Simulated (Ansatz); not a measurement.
The structure in question:

```
Ti Al
1.0
     3.93540    0.00000    0.00000
     0.00000    3.93540    0.00000
     0.00000    0.00000   24.10689
Ti Al
8 16
Direct
  0.00000 0.50000 0.17201
  0.50000 0.50000 0.42201
  0.00000 0.50000 0.32799
  0.00000 0.00000 0.07799
  0.50000 0.00000 0.67201
  0.00000 0.00000 0.92201
  0.50000 0.00000 0.82799
  0.50000 0.50000 0.57799
  0.00000 0.00000 0.41354
  0.00000 0.00000 0.25010
  0.50000 0.50000 0.24990
  0.50000 0.00000 0.33646
  0.50000 0.00000 0.16354
  0.50000 0.00000 0.49990
  0.50000 0.00000 0.00010
  0.50000 0.50000 0.08646
  0.50000 0.50000 0.91354
  0.50000 0.50000 0.75010
  0.00000 0.00000 0.74990
  0.00000 0.50000 0.83646
  0.00000 0.50000 0.66354
  0.00000 0.50000 0.99990
  0.00000 0.50000 0.50010
  0.00000 0.00000 0.58646
```

Before looking at a picture, describe the arrangement of atoms.

The material is TiAl2. It is body-centred tetragonal, space group I4_1/amd (No. 141). It has 24 atoms to the cell (8 Ti, 16 Al). Each Ti atom is coordinated by ten Al and two Ti (2.72 to 2.85 Å to Al, 3.00 Å to Ti). Al takes two kinds of site: 8e with six Ti and six Al (2.79 to 2.85 Å to Ti, 2.71 to 2.87 Å to Al); 8e with eight Al and four Ti in a cuboctahedral arrangement (2.78 to 2.87 Å to Al, 2.72 Å to Ti). The bonds build a three-dimensional framework.

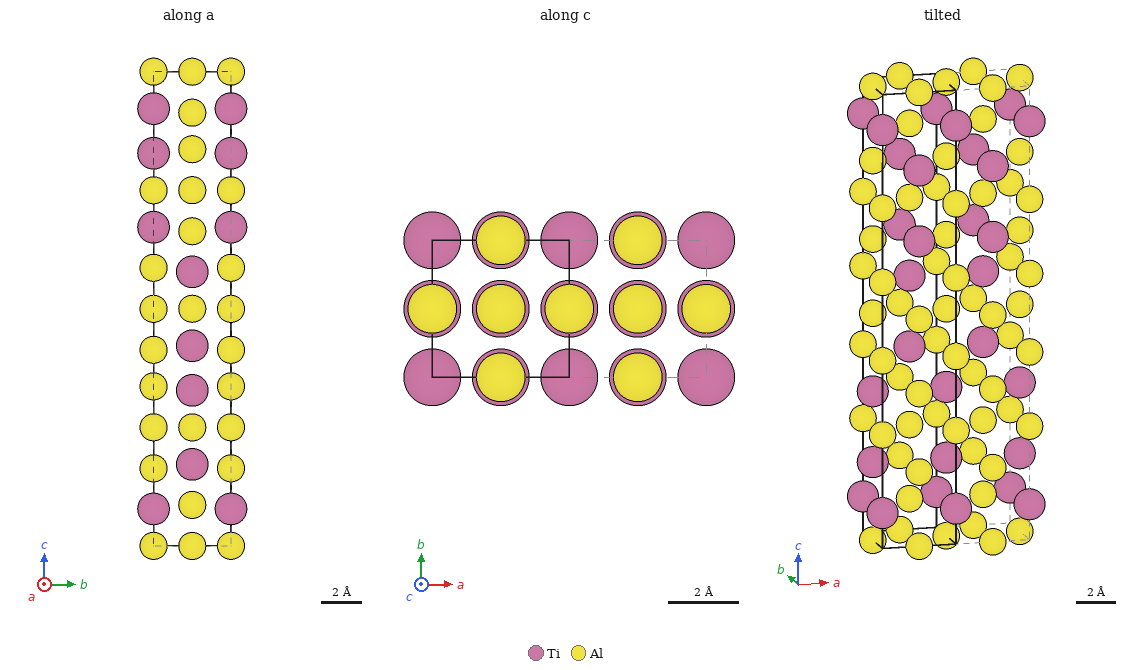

Shown here is a spheres-only view of the crystal, taken along the a axis, along the c axis and slightly off an axis. The picture spans 2×1×1 cells, one conventional unit cell being drawn with solid lines. Colours: titanium pink, aluminium yellow.

Its origin is a structure listed in the Materials Project. The geometry was optimised with DFT PBEsol, scalar-relativistic, plane waves, PAW in Ansatz 0.2.0.
